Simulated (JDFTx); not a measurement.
## Energy of ZnS along an even scaling of the cell

System: ZnS (2 atoms in the cell).
Method: Kohn-Sham DFT of a periodic cell, PBEsol, PseudoDojo-SR-PBEsol-0.4.1-standard, no spin polarisation (JDFTx 1.7.0 (patched build)).

The 7 runs differ only in the geometry, by an even scaling of the cell at fixed fractional positions. The structure derives from an entry of the Crystallography Open Database.

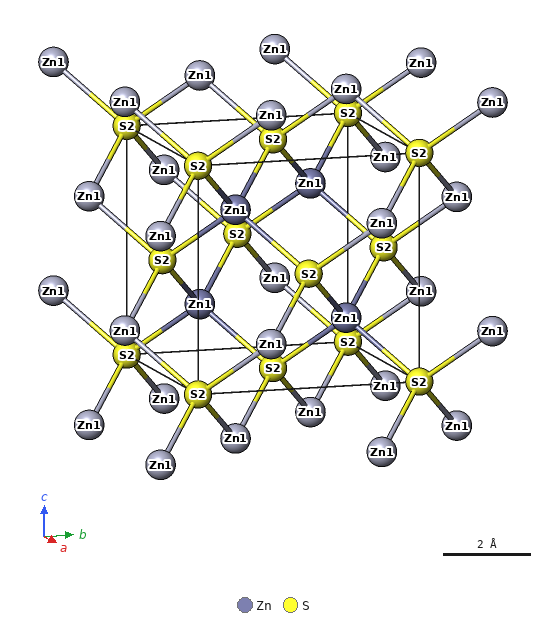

Figure 1. The structure of run 4 (ball-and-stick view of the cell 4 times as large as that of the calculation, set on its symmetry axes, seen slightly off an axis; neighbours outside the cell are drawn fainter; atoms are numbered from 1 in the order of the input). An atom can appear more than once, as a periodic image.

### Input of run 4
```
lattice \
    0.0000000000     5.1060399887     5.1060399887 \
    5.1060399887     0.0000000000     5.1060399887 \
    5.1060399887     5.1060399887     0.0000000000
coords-type Lattice
ion Zn     0.7500000000     0.7500000000     0.7500000000 1
ion S      0.0000000000     0.0000000000     0.0000000000 1

ion-species pseudo/Zn.upf
ion-species pseudo/S.upf
elec-cutoff 42 336
elec-ex-corr gga-PBEsol
kpoint-folding 9 9 9
elec-smearing Fermi 0.0018374661
elec-n-bands 19
electronic-SCF nIterations 100 energyDiffThreshold 1e-09
electronic-minimize nIterations 30 energyDiffThreshold 1e-7
forces-output-coords Cartesian

dump-name run.$VAR
dump End Ecomponents EigStats BandEigs Kpoints Forces Stress
```

Command:
```bash
jdftx -c 1 -i ZnS.in -o ZnS.out
```

Run 2 differs from it as follows:
```diff
-    0.0000000000     5.1060399887     5.1060399887 \
-    5.1060399887     0.0000000000     5.1060399887 \
-    5.1060399887     5.1060399887     0.0000000000
+    0.0000000000     5.0370309888     5.0370309888 \
+    5.0370309888     0.0000000000     5.0370309888 \
+    5.0370309888     5.0370309888     0.0000000000
```

### Results, with one run withheld

```tsv
run	volume per atom (Å³)	free energy per atom, from the lowest run given (meV)	pressure (GPa)	gap on the mesh (eV)
1	18.543	5.58	2.94	2.24
2	18.938	?	?	?
3	19.332	0.00	−0.55	2.06
4	19.727	3.20	−2.02	1.98
5	20.121	9.84	−3.35	1.89
6	20.516	19.55	−4.52	1.81
7	20.910	32.01	−5.58	1.73
```

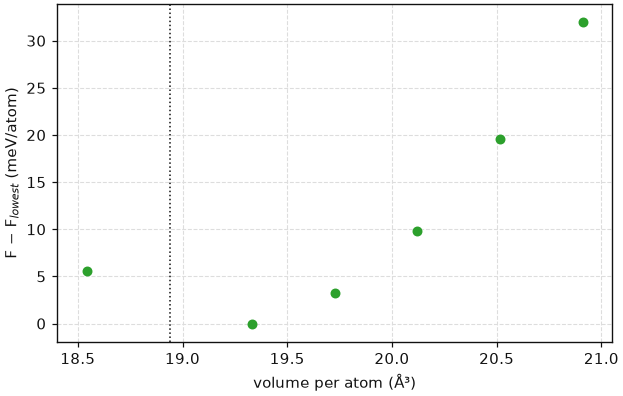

Figure 2. Free energy per atom of the runs given; the dotted line marks run 2.

Fit the runs given and predict run 2.

A cubic polynomial in V^(−2/3) (the Birch–Murnaghan form), fitted to the 6 runs given, misses them by at most 0.01 meV per atom. With x = V^(−2/3) − 0.13648 Å⁻², it reads F = 4.6709 − 3257.7 x + 5.3849e+05 x² + 8.0933e+05 x³ (meV per atom). At run 2 it gives 0.64 meV per atom, and the run itself gives 0.64. The slope of the fit gives a pressure −dF/dV of 1.10 GPa there, and the run prints 1.10 GPa. The fit has its minimum at 19.196 Å³ per atom, where V d²F/dV² gives 78.8 GPa: the bulk modulus at this level, since symmetry fixes the shape and the positions. The gap on the mesh goes, without turning, from 2.24 eV in run 1 to 1.73 eV in run 7; run 2 has 2.15 eV. These are gaps of this functional on this mesh, which can miss the band edges; they aren't the measured gap.

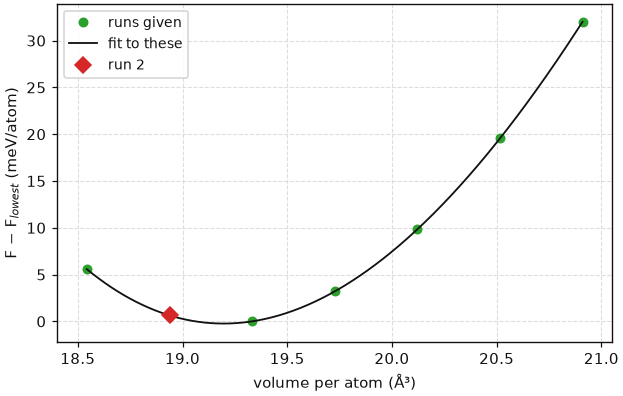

Figure 3. The fit and the withheld run.

### Some lines of the output (run 2)
```
[...]
unit cell volume = 255.596
     Etot =     -216.8024516763841234
        F =     -216.8024516763843508
	HOMO-LUMO gap: +0.079026
	Optical gap  : +0.079026 at state 0 ( [ +0.000000 +0.000000 +0.000000 ] spin 0 )
```
